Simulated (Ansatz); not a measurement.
# Geometry relaxation of HfO$_{2}$ (part 1 of 2)

System: HfO$_{2}$ (P2₁/c, 12 atoms in the cell).
Method: DFT PBE, scalar-relativistic, plane waves, PAW, no spin polarisation (Ansatz 0.2.0).

The structure derives from a Materials Project entry.

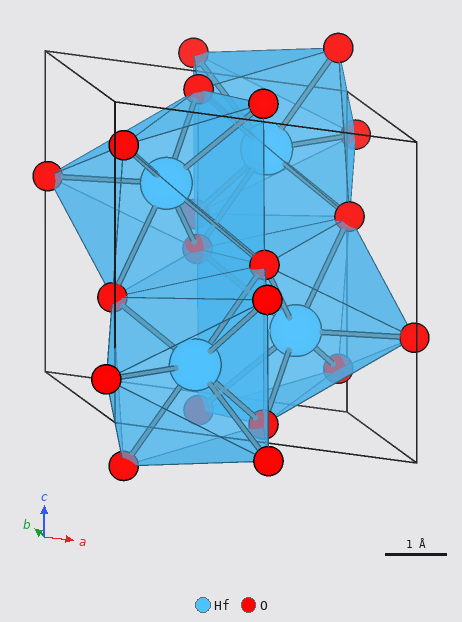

**Figure 1.** The starting structure (polyhedral view of the cell of the calculation, seen slightly off an axis; polyhedra are completed across the faces of the cell).

Results in brief:

| quantity | value |
| --- | --- |
| outcome | converged |
| space group (tolerance 0.01 Å) | P2₁/c (14) |
| electrons treated | 152 |
| free energy | −67446.7199 eV |
| Fermi energy | 15.714 eV |
| gap on the k-point mesh | 4.04 eV |
| pressure | 0.02 GPa |
| final volume | 141.92 Å³ |
| largest force (length of the vector) at the end | 0.004 eV/Å |
| final cell | a = 5.161 Å, b = 5.212 Å, c = 5.352 Å, α = 90.00°, β = 99.67°, γ = 90.00° |
| hardware | 8 threads of Arm Neoverse V1, 24 GiB of memory available, shared host |
| wall time | 39 s (CPU time 4.3 min) |
| peak memory | 1 GiB |

Spin–orbit coupling is left out, which matters for Hf.

The input:
```yaml
crystal:
  lattice:
    - [5.1572529722, 0.0, -0.0019459286]
    - [0.0, 5.2164697071, 0.0]
    - [-0.8890055136, 0.0, 5.2686610136]
  atoms:
    - { symbol: Hf, position: [0.2758459645, 0.457444785, 0.7081817905] }
    - { symbol: Hf, position: [0.7241540355, 0.957444785, 0.7918182095] }
    - { symbol: Hf, position: [0.7241540355, 0.542555215, 0.2918182095] }
    - { symbol: Hf, position: [0.2758459645, 0.042555215, 0.2081817905] }
    - { symbol: O, position: [0.4487005546, 0.7424275774, 0.9775729168] }
    - { symbol: O, position: [0.5512994454, 0.2424275774, 0.5224270832] }
    - { symbol: O, position: [0.5512994454, 0.2575724226, 0.0224270832] }
    - { symbol: O, position: [0.4487005546, 0.7575724226, 0.4775729168] }
    - { symbol: O, position: [0.068058381, 0.3305784125, 0.3466123521] }
    - { symbol: O, position: [0.931941619, 0.8305784125, 0.1533876479] }
    - { symbol: O, position: [0.931941619, 0.6694215875, 0.6533876479] }
    - { symbol: O, position: [0.068058381, 0.1694215875, 0.8466123521] }
basis:
  ecutwfc: 420
kpoints:
  mp_grid: { grid: [4, 4, 4] }
hamiltonian:
  xc: pbe
scf:
  occupations: { method: gaussian, width: 0.02 }
output:
  forces: true
  stress: true
  eigenvalues: true
  write_density: true
  write_potential: true
  elf: true
  volumetric_format: npy
relax:
  adjacent_minimum: "off"
  f_tol: 0.005
  max_steps: 80
  cell: { stress_tol: 0.05 }
```

Launched with:
```bash
ansatz run input.yaml --threads 8 --pin off --max-ram 16384MiB --backend cpu --events-out ev --progress --plain --runs-dir out
```

What the program printed:
```
Engine: ansatz 0.2.0, aarch64-unknown-linux-gnu
Pseudopotentials: kind: paw
Pseudopotential: Hf, paw, valence charge 26, recommended cutoff 420 eV (normal), Hf.paw.azcp
Pseudopotential: O, paw, valence charge 6, recommended cutoff 420 eV (normal), O.paw.azcp
Functional definition: PBE
  parameter kappa = 0.804
  parameter beta = 0.06672455060314922
  exchange = pbe_x(kappa = kappa, mu = beta*pi^2/3)
  correlation = pbe_c(beta = beta)
Crystal: 12 atoms, lattice volume = 141.732 Å³
Basis set: ecut = 420 eV, 2773 PW (Γ), exchange–correlation on 72×72×72 points (8 copies of the dense FFT grid, shifted against one another)
Bands: 92, of which v1, the nominal top of the filled ones, is band 76 counted from 1 (75 counted from 0)
Symmetry: 4 space group operations
Space group: P21/c (ITA 14), of the structure as read, at distance tolerance 5.2e-5 Å
k-points: 30 of 64
Non-local potential: Hf, projectors of the file, l = 0: 3, l = 1: 2, l = 2: 2, l = 3: 3
Non-local potential: O, projectors of the file, l = 0: 2, l = 1: 2, l = 2: 1
PAW form: soft (Blöchl's): semilocal exchange-correlation on the pseudo side does not see the compensation charge
PAW one-centre angular grid: Hf, 590 points (default); XC on 64 Gauss nodes
PAW one-centre angular grid: O, 110 points (default); XC on 64 Gauss nodes
Initial density: superposition of atomic densities (neutral atoms: chi_scale 0, normalization atom), corrected by the library's trained network
Initial wavefunctions: pseudopotential atomic-orbital guess
Functional: x = pbe(κ = 0.804, μ = 0.2195149727645171), c = pbe(β = 0.06672455060314922)
SCF iter   1: F=—  HF=-67446.717210 eV  |F-HF|=—  |Δ(HF+E_count)|=         —  Δρ=2.84e-3  dr2=4.62e-3  ethr=1.77e-3  ⟨swp⟩=5.9  Hψ=8503  notcnv=0  defer=131
preconditioner: auto → Resta (q_TF=auto, 2.760 Å⁻¹)  ε∞=5.3  [insulator: Δε(μ)=4.039 eV  Ē_g=18.101 eV  σ=0.020 eV  W_gap=1.00  n_scr=52 (ndim 8)  ℏωp=37.4 eV  f_vac=0.080  D(μ)=0.00/eV (n_scr^D=0)  ε∞_Penn≈5.3]
SCF iter   2: F=—  HF=-67446.718662 eV  |F-HF|=—  |Δ(HF+E_count)|=   1.45e-3  Δρ=1.46e-3  dr2=1.03e-3  ethr=3.04e-6  ⟨swp⟩=2.0  Hψ=5423  notcnv=0  defer=303
SCF iter   3: F=—  HF=-67446.719447 eV  |F-HF|=—  |Δ(HF+E_count)|=   7.85e-4  Δρ=5.34e-4  dr2=2.49e-4  ethr=6.77e-7  ⟨swp⟩=2.0  Hψ=4199  notcnv=0  defer=303
SCF iter   4: F=—  HF=-67446.719577 eV  |F-HF|=—  |Δ(HF+E_count)|=   1.30e-4  Δρ=1.06e-4  dr2=1.47e-5  ethr=1.64e-7  ⟨swp⟩=2.0  Hψ=4242  notcnv=0  defer=303
SCF iter   5: F=—  HF=-67446.719527 eV  |F-HF|=—  |Δ(HF+E_count)|=   4.94e-5  Δρ=4.94e-5  dr2=3.63e-6  ethr=9.65e-9  ⟨swp⟩=2.0  Hψ=4252  notcnv=0  defer=303
SCF iter   6: F=—  HF=-67446.719528 eV  |F-HF|=—  |Δ(HF+E_count)|=   9.43e-7  Δρ=2.17e-5  dr2=5.53e-7  ethr=2.39e-9  ⟨swp⟩=2.0  Hψ=4242  notcnv=0  defer=303
SCF iter   7: F=-67446.719528 eV  HF=-67446.719528 eV  |F-HF|=8.44e-8  |Δ(HF+E_count)|=   1.08e-7  Δρ=6.51e-6  dr2=6.73e-8  ethr=6.58e-11  ⟨swp⟩=13.7  Hψ=20662  notcnv=0
SCF 1 converged in 7 iterations: F = -67446.719528 eV  dr2 = 6.73e-8
  greatest PAW one-centre occupation: 0.999 electrons in one spin orbital (limit 2), on the Hf atom at site 3 (counted from 0), in its partial waves of l = 0
relax step   1: F+E_penalty+E_count = -67446.71952845 eV  Δ(F+E_penalty+E_count) = +0.000e0 eV  max|allowed force component| = 1.526e-2 eV/Å  Δτ_max = 0.0000 Å  P = +0.121 GPa  Ω = 141.732 Å³  (7 SCF iters, dr2 threshold 1.00e-7 eV, accepted)
Crystal: 12 atoms, lattice volume = 141.882 Å³
Initial density: handed on by an earlier stage of this run
Initial wavefunctions: those handed on with the density
iter 1 solved again at ethr=4.69e-8 eV; its pass at ethr=3.10e-3 eV (dr2=7.12e-5 eV) is discarded
SCF iter   1: F=—  HF=-67446.718810 eV  |F-HF|=—  |Δ(HF+E_count)|=         —  Δρ=3.45e-4  dr2=6.69e-5  ethr=4.69e-8  ⟨swp⟩=4.1  Hψ=12568  notcnv=0
preconditioner: auto → Resta (q_TF=auto, 2.760 Å⁻¹)  ε∞=5.3  [insulator: Δε(μ)=4.031 eV  Ē_g=18.097 eV  σ=0.020 eV  W_gap=1.00  n_scr=52 (ndim 8)  ℏωp=37.4 eV  f_vac=0.084  D(μ)=0.00/eV (n_scr^D=0)  ε∞_Penn≈5.3]
SCF iter   2: F=—  HF=-67446.718761 eV  |F-HF|=—  |Δ(HF+E_count)|=   4.83e-5  Δρ=1.90e-4  dr2=2.24e-5  ethr=4.40e-8  ⟨swp⟩=1.0  Hψ=2760  notcnv=0
SCF iter   3: F=—  HF=-67446.718768 eV  |F-HF|=—  |Δ(HF+E_count)|=   7.04e-6  Δρ=3.35e-5  dr2=1.75e-6  ethr=1.47e-8  ⟨swp⟩=2.0  Hψ=4339  notcnv=0
SCF iter   4: F=—  HF=-67446.718768 eV  |F-HF|=—  |Δ(HF+E_count)|=   2.80e-7  Δρ=1.75e-5  dr2=4.66e-7  ethr=1.15e-9  ⟨swp⟩=2.0  Hψ=5033  notcnv=0
SCF iter   5: F=-67446.718768 eV  HF=-67446.718768 eV  |F-HF|=1.19e-8  |Δ(HF+E_count)|=   2.29e-7  Δρ=9.31e-6  dr2=1.04e-7  ethr=1.18e-10  ⟨swp⟩=12.3  Hψ=21045  notcnv=0
SCF 2 converged in 5 iterations: F = -67446.718768 eV  dr2 = 1.04e-7
relax step   2: F+E_penalty+E_count = -67446.71876829 eV  Δ(F+E_penalty+E_count) = +7.602e-4 eV  max|allowed force component| = 1.663e-2 eV/Å  Δτ_max = 0.0027 Å  P = -0.044 GPa  Ω = 141.882 Å³  energy of the carried Pulay correction = -7.209e-4 eV  (5 SCF iters, dr2 threshold 1.80e-7 eV, rejected (line search))
Crystal: 12 atoms, lattice volume = 141.844 Å³
iter 1 solved again at ethr=1.03e-8 eV; its pass at ethr=3.10e-3 eV (dr2=1.57e-5 eV) is discarded
SCF iter   1: F=—  HF=-67446.719282 eV  |F-HF|=—  |Δ(HF+E_count)|=         —  Δρ=1.79e-4  dr2=1.60e-5  ethr=1.03e-8  ⟨swp⟩=3.2  Hψ=12018  notcnv=0
preconditioner: auto → Resta (q_TF=auto, 2.760 Å⁻¹)  ε∞=5.3  [insulator: Δε(μ)=4.030 eV  Ē_g=18.098 eV  σ=0.020 eV  W_gap=1.00  n_scr=52 (ndim 8)  ℏωp=37.4 eV  f_vac=0.083  D(μ)=0.00/eV (n_scr^D=0)  ε∞_Penn≈5.3]
SCF iter   2: F=—  HF=-67446.719230 eV  |F-HF|=—  |Δ(HF+E_count)|=   5.17e-5  Δρ=9.70e-5  dr2=4.99e-6  ethr=1.03e-8  ⟨swp⟩=1.0  Hψ=2761  notcnv=0
SCF iter   3: F=—  HF=-67446.719230 eV  |F-HF|=—  |Δ(HF+E_count)|=   1.15e-7  Δρ=1.26e-5  dr2=2.33e-7  ethr=3.28e-9  ⟨swp⟩=2.0  Hψ=4556  notcnv=0
SCF iter   4: F=—  HF=-67446.719230 eV  |F-HF|=—  |Δ(HF+E_count)|=   1.61e-7  Δρ=8.84e-6  dr2=1.01e-7  ethr=1.53e-10  ⟨swp⟩=2.0  Hψ=5040  notcnv=0
SCF iter   5: F=—  HF=-67446.719230 eV  |F-HF|=—  |Δ(HF+E_count)|=   4.30e-8  Δρ=2.42e-6  dr2=7.74e-9  ethr=6.62e-11  ⟨swp⟩=2.0  Hψ=5038  notcnv=0
SCF iter   6: F=—  HF=-67446.719230 eV  |F-HF|=—  |Δ(HF+E_count)|=   6.10e-9  Δρ=1.00e-6  dr2=1.50e-9  ethr=5.09e-12  ⟨swp⟩=2.0  Hψ=4876  notcnv=0
SCF iter   7: F=—  HF=-67446.719230 eV  |F-HF|=—  |Δ(HF+E_count)|=  3.78e-10  Δρ=5.12e-7  dr2=3.50e-10  ethr=1.00e-12  ⟨swp⟩=2.0  Hψ=4554  notcnv=0
SCF iter   8: F=-67446.719230 eV  HF=-67446.719230 eV  |F-HF|=1.46e-11  |Δ(HF+E_count)|=  1.46e-10  Δρ=1.35e-7  dr2=4.07e-11  ethr=1.00e-12  ⟨swp⟩=8.7  Hψ=15114  notcnv=0
SCF 3 converged in 8 iterations: F = -67446.719230 eV  dr2 = 4.07e-11
relax step   3: F+E_penalty+E_count = -67446.71923045 eV  Δ(F+E_penalty+E_count) = +2.980e-4 eV  max|allowed force component| = 1.139e-2 eV/Å  Δτ_max = 0.0016 Å  P = -0.014 GPa  Ω = 141.844 Å³  energy of the carried Pulay correction = -5.407e-4 eV  (8 SCF iters, accepted)
Crystal: 12 atoms, lattice volume = 141.859 Å³
iter 1 solved again at ethr=2.16e-7 eV; its pass at ethr=3.10e-3 eV (dr2=3.28e-4 eV) is discarded
SCF iter   1: F=—  HF=-67446.719392 eV  |F-HF|=—  |Δ(HF+E_count)|=         —  Δρ=7.35e-4  dr2=3.37e-4  ethr=2.16e-7  ⟨swp⟩=3.4  Hψ=9161  notcnv=0
preconditioner: auto → Resta (q_TF=auto, 2.760 Å⁻¹)  ε∞=5.3  [insulator: Δε(μ)=4.041 eV  Ē_g=18.099 eV  σ=0.020 eV  W_gap=1.00  n_scr=52 (ndim 8)  ℏωp=37.4 eV  f_vac=0.084  D(μ)=0.00/eV (n_scr^D=0)  ε∞_Penn≈5.3]
SCF iter   2: F=—  HF=-67446.719397 eV  |F-HF|=—  |Δ(HF+E_count)|=   5.10e-6  Δρ=4.15e-4  dr2=1.21e-4  ethr=2.16e-7  ⟨swp⟩=1.0  Hψ=2760  notcnv=0
SCF iter   3: F=—  HF=-67446.719412 eV  |F-HF|=—  |Δ(HF+E_count)|=   1.47e-5  Δρ=1.13e-4  dr2=1.56e-5  ethr=7.98e-8  ⟨swp⟩=2.0  Hψ=4424  notcnv=0
SCF iter   4: F=—  HF=-67446.719369 eV  |F-HF|=—  |Δ(HF+E_count)|=   4.27e-5  Δρ=3.07e-5  dr2=1.12e-6  ethr=1.02e-8  ⟨swp⟩=2.0  Hψ=4453  notcnv=0
SCF iter   5: F=—  HF=-67446.719362 eV  |F-HF|=—  |Δ(HF+E_count)|=   7.12e-6  Δρ=9.20e-6  dr2=8.70e-8  ethr=7.34e-10  ⟨swp⟩=2.0  Hψ=4449  notcnv=0
SCF iter   6: F=—  HF=-67446.719362 eV  |F-HF|=—  |Δ(HF+E_count)|=   6.02e-8  Δρ=4.36e-6  dr2=2.11e-8  ethr=5.73e-11  ⟨swp⟩=2.0  Hψ=5040  notcnv=0
SCF iter   7: F=-67446.719362 eV  HF=-67446.719362 eV  |F-HF|=3.35e-9  |Δ(HF+E_count)|=   1.36e-8  Δρ=1.77e-6  dr2=4.29e-9  ethr=5.34e-12  ⟨swp⟩=11.1  Hψ=18919  notcnv=0
SCF 4 converged in 7 iterations: F = -67446.719362 eV  dr2 = 4.29e-9
relax step   4: F+E_penalty+E_count = -67446.71936174 eV  Δ(F+E_penalty+E_count) = -1.313e-4 eV  max|allowed force component| = 1.340e-2 eV/Å  Δτ_max = 0.0100 Å  P = +0.054 GPa  Ω = 141.859 Å³  energy of the carried Pulay correction = -6.131e-4 eV  (7 SCF iters, dr2 threshold 8.11e-9 eV, accepted)
Crystal: 12 atoms, lattice volume = 141.930 Å³
iter 1 solved again at ethr=5.91e-8 eV; its pass at ethr=3.10e-3 eV (dr2=8.99e-5 eV) is discarded
SCF iter   1: F=—  HF=-67446.719150 eV  |F-HF|=—  |Δ(HF+E_count)|=         —  Δρ=3.54e-4  dr2=8.93e-5  ethr=5.91e-8  ⟨swp⟩=3.0  Hψ=10312  notcnv=0
preconditioner: auto → Resta (q_TF=auto, 2.760 Å⁻¹)  ε∞=5.3  [insulator: Δε(μ)=4.038 eV  Ē_g=18.097 eV  σ=0.020 eV  W_gap=1.00  n_scr=52 (ndim 8)  ℏωp=37.4 eV  f_vac=0.084  D(μ)=0.00/eV (n_scr^D=0)  ε∞_Penn≈5.3]
SCF iter   2: F=—  HF=-67446.719105 eV  |F-HF|=—  |Δ(HF+E_count)|=   4.50e-5  Δρ=1.98e-4  dr2=2.97e-5  ethr=5.88e-8  ⟨swp⟩=1.0  Hψ=2760  notcnv=0
SCF iter   3: F=—  HF=-67446.719102 eV  |F-HF|=—  |Δ(HF+E_count)|=   3.72e-6  Δρ=3.54e-5  dr2=1.59e-6  ethr=1.95e-8  ⟨swp⟩=2.0  Hψ=4236  notcnv=0
SCF iter   4: F=—  HF=-67446.719101 eV  |F-HF|=—  |Δ(HF+E_count)|=   6.98e-7  Δρ=1.60e-5  dr2=3.00e-7  ethr=1.04e-9  ⟨swp⟩=2.0  Hψ=4559  notcnv=0
SCF iter   5: F=—  HF=-67446.719101 eV  |F-HF|=—  |Δ(HF+E_count)|=   3.91e-8  Δρ=4.09e-6  dr2=2.37e-8  ethr=1.97e-10  ⟨swp⟩=2.0  Hψ=4451  notcnv=0
SCF iter   6: F=-67446.719101 eV  HF=-67446.719101 eV  |F-HF|=4.69e-9  |Δ(HF+E_count)|=   1.94e-8  Δρ=2.28e-6  dr2=7.50e-9  ethr=1.38e-11  ⟨swp⟩=10.7  Hψ=18757  notcnv=0
SCF 5 converged in 6 iterations: F = -67446.719101 eV  dr2 = 7.50e-9
relax step   5: F+E_penalty+E_count = -67446.71910091 eV  Δ(F+E_penalty+E_count) = +2.608e-4 eV  max|allowed force component| = 7.735e-3 eV/Å  Δτ_max = 0.0041 Å  P = -0.022 GPa  Ω = 141.930 Å³  energy of the carried Pulay correction = -9.533e-4 eV  (6 SCF iters, dr2 threshold 2.10e-8 eV, accepted)
Crystal: 12 atoms, lattice volume = 141.920 Å³
iter 1 solved again at ethr=1.79e-8 eV; its pass at ethr=3.10e-3 eV (dr2=2.72e-5 eV) is discarded
SCF iter   1: F=—  HF=-67446.719214 eV  |F-HF|=—  |Δ(HF+E_count)|=         —  Δρ=1.82e-4  dr2=2.65e-5  ethr=1.79e-8  ⟨swp⟩=2.6  Hψ=8876  notcnv=0
preconditioner: auto → Resta (q_TF=auto, 2.760 Å⁻¹)  ε∞=5.3  [insulator: Δε(μ)=4.041 eV  Ē_g=18.098 eV  σ=0.020 eV  W_gap=1.00  n_scr=52 (ndim 8)  ℏωp=37.4 eV  f_vac=0.084  D(μ)=0.00/eV (n_scr^D=0)  ε∞_Penn≈5.3]
SCF iter   2: F=—  HF=-67446.719168 eV  |F-HF|=—  |Δ(HF+E_count)|=   4.63e-5  Δρ=9.26e-5  dr2=6.56e-6  ethr=1.74e-8  ⟨swp⟩=2.1  Hψ=4919  notcnv=0
SCF iter   3: F=—  HF=-67446.719163 eV  |F-HF|=—  |Δ(HF+E_count)|=   4.66e-6  Δρ=2.34e-5  dr2=5.60e-7  ethr=4.31e-9  ⟨swp⟩=2.0  Hψ=4882  notcnv=0
SCF iter   4: F=—  HF=-67446.719163 eV  |F-HF|=—  |Δ(HF+E_count)|=   1.47e-7  Δρ=6.26e-6  dr2=4.81e-8  ethr=3.69e-10  ⟨swp⟩=2.0  Hψ=4548  notcnv=0
SCF iter   5: F=—  HF=-67446.719163 eV  |F-HF|=—  |Δ(HF+E_count)|=   1.60e-9  Δρ=2.33e-6  dr2=7.89e-9  ethr=3.16e-11  ⟨swp⟩=2.0  Hψ=4304  notcnv=0
SCF iter   6: F=-67446.719163 eV  HF=-67446.719163 eV  |F-HF|=1.16e-10  |Δ(HF+E_count)|=  4.66e-10  Δρ=1.25e-6  dr2=1.87e-9  ethr=2.46e-12  ⟨swp⟩=9.1  Hψ=17716  notcnv=0
SCF 6 converged in 6 iterations: F = -67446.719163 eV  dr2 = 1.87e-9
relax step   6: F+E_penalty+E_count = -67446.71916276 eV  Δ(F+E_penalty+E_count) = -6.184e-5 eV  max|allowed force component| = 3.057e-3 eV/Å  Δτ_max = 0.0009 Å  P = +0.012 GPa  Ω = 141.920 Å³  energy of the carried Pulay correction = -9.040e-4 eV  (6 SCF iters, dr2 threshold 3.74e-9 eV, accepted)
Initial wavefunctions: pseudopotential atomic-orbital guess (no wavefunctions were taken with the density)
iter 1 solved again at ethr=6.41e-8 eV; its pass at ethr=3.10e-3 eV (dr2=9.74e-5 eV) is discarded
SCF iter   1: F=—  HF=-67446.719946 eV  |F-HF|=—  |Δ(HF+E_count)|=         —  Δρ=2.77e-5  dr2=6.70e-8  ethr=6.41e-8  ⟨swp⟩=4.0  Hψ=17252  notcnv=0
SCF iter   2: F=—  HF=-67446.719912 eV  |F-HF|=—  |Δ(HF+E_count)|=   3.42e-5  Δρ=1.39e-5  dr2=1.92e-8  ethr=4.41e-11  ⟨swp⟩=3.0  Hψ=6238  notcnv=0
SCF iter   3: F=—  HF=-67446.719914 eV  |F-HF|=—  |Δ(HF+E_count)|=   1.90e-6  Δρ=5.15e-6  dr2=2.52e-9  ethr=1.26e-11  ⟨swp⟩=2.0  Hψ=4306  notcnv=0
SCF iter   4: F=-67446.719914 eV  HF=-67446.719914 eV  |F-HF|=8.73e-11  |Δ(HF+E_count)|=   2.80e-7  Δρ=3.35e-7  dr2=9.27e-11  ethr=1.00e-12  ⟨swp⟩=5.5  Hψ=16223  notcnv=0
SCF 7 converged in 4 iterations: F = -67446.719914 eV  dr2 = 9.27e-11
relax step   7: F+E_penalty+E_count = -67446.71991406 eV  Δ(F+E_penalty+E_count) = -7.513e-4 eV  max|allowed force component| = 3.100e-3 eV/Å  Δτ_max = 0.0000 Å  P = +0.023 GPa  Ω = 141.920 Å³  stress off target by 3.79e-2 GPa  SCF on the basis re-selected at this cell (its energy is not comparable with the rows above)  (4 SCF iters)
```

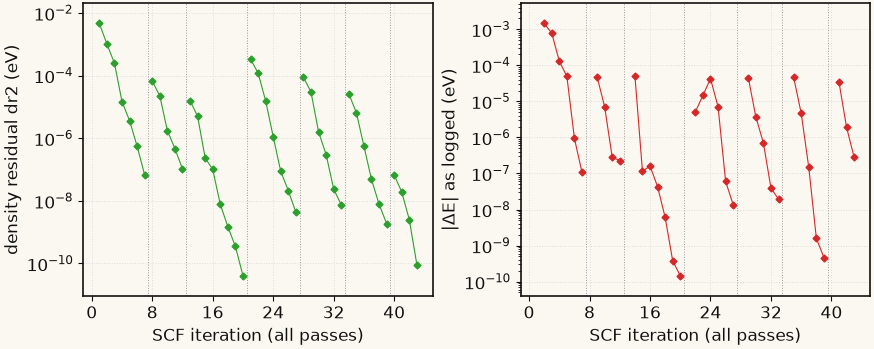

**Figure 2.** Convergence of the self-consistent field: density residual dr2 and size of the energy change against the SCF iteration. The dotted lines part the SCF passes of the relaxation: geometry steps, rejected trials and re-solves on a re-selected basis. The 7 passes take 4 to 8 iterations each, 43 in all.

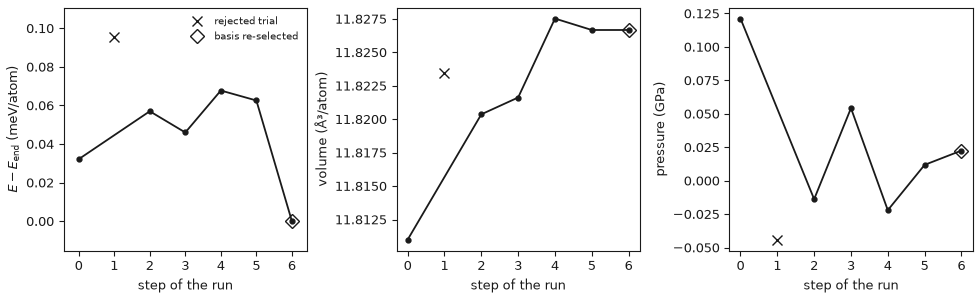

**Figure 3.** Progress of the relaxation, step by step (the first geometry is step 0 here and step 1 in the log).

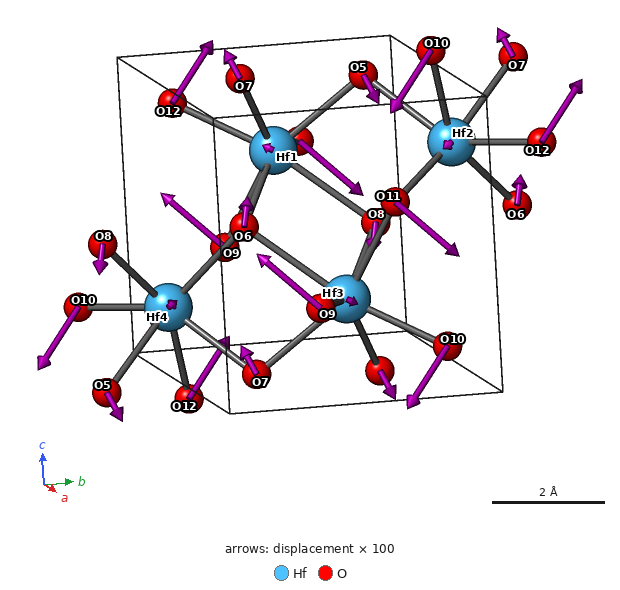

**Figure 4.** The starting structure with the displacements as pink arrows, magnified 100 times (ball-and-stick view of the cell of the calculation, with bonded neighbours outside it, seen slightly off an axis). The energy rises by next to nothing (0.0 meV per atom) in 5 geometry steps. Largest force component: 0.015 eV/Å at the start, 0.0031 eV/Å at the end. Pressure: 0.12 GPa at the start and 0.02 GPa at the end. The line search rejected the trial step at point 1 (counted from 0) and went back. The largest moves relative to the cell, 0.015 Å, are those of O9, O10, O11 and O12. By element the largest moves are O 0.015 Å, Hf 0.002 Å. Cell: a 5.157 → 5.161 Å (+0.1 %), b 5.216 → 5.212 Å (−0.1 %), c 5.343 → 5.352 Å (+0.2 %). Volume +0.1 %. Among the contacts that change: Hf1–O8 2.265 → 2.271 Å. The space group stays P2_1/c (No. 14). A last SCF at the same geometry on a re-selected plane-wave basis shifts the energy by −0.1 meV per atom. (Atoms are counted from 1 in the order of the input.)

```
basis re-selected at this cell: Δ(F+E_penalty+E_count) = -7.513e-4 eV, ΔP = +0.011 GPa vs the last step (what re-selecting the basis moved, of the pressure what is left beyond the Pulay correction that the steps carried, after the strain that the cell walked since its last selection, with what the two solves' SCF thresholds leave and, on support functions, any second-order correction that the steps lacked; it is no measure of the basis error at this ecutwfc). This SCF's stress stands 3.79e-2 GPa from its target on what of the cell is left free (relax.cell.stress_tol is 5.00e-2 GPa) and its largest allowed force component is 3.10e-3 eV/Å (relax.f_tol is 5.00e-3 eV/Å): within both
SCF converged after 4 iterations
Free energy (F): -67446.719914 eV
Harris-Foulkes:  -67446.719914 eV  (|F-HF|=8.73e-11)
Internal energy: -67446.719914 eV  (E = F + TS)
E sigma→0 (E₀):  -67446.719914 eV
Fermi energy:    15.713537 eV
```
